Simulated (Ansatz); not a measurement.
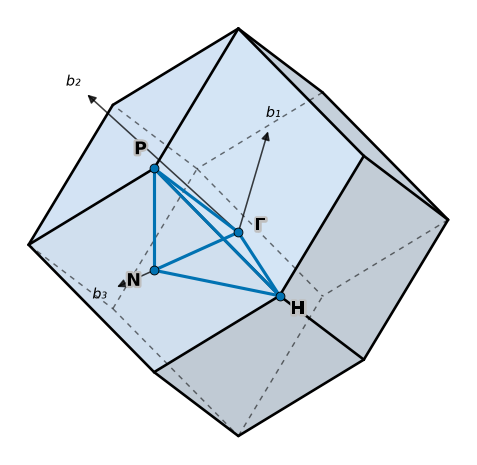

Crystal: Yb, the end point of a relaxation with DFT, PBEsol, plane waves (420 eV) with PAW, scalar-relativistic in Ansatz 0.2.0; the starting structure was generated, so it need not be a known form of this composition. The first Brillouin zone and its special points. All values are computed from the atomic coordinates in the standard setting (tolerance 0.002 Å).

Space group No. 229, Im-3m; a = 3.991 Å, b = 3.991 Å, c = 3.991 Å, α = 90.00°, β = 90.00°, γ = 90.00°.

Labels and path follow the convention of Hinuma et al. (2017), as computed by seekpath; the arrows show the directions of the reciprocal primitive vectors b₁, b₂, b₃, in which coordinates are given; lengths include the factor 2π.

Question: List the special points with their coordinates and distances from Γ.

Answer:
| point | k₁ | k₂ | k₃ | length of k (1/Å) |
| --- | --- | --- | --- | --- |
| Γ | 0 | 0 | 0 | 0.000 |
| H | 1/2 | −1/2 | 1/2 | 1.574 |
| P | 1/4 | 1/4 | 1/4 | 1.363 |
| N | 0 | 0 | 1/2 | 1.113 |

Question: What is the zone's volume?

Answer: (2π)³ over the primitive cell's volume of 31.79 Å³: 7.8 Å⁻³.
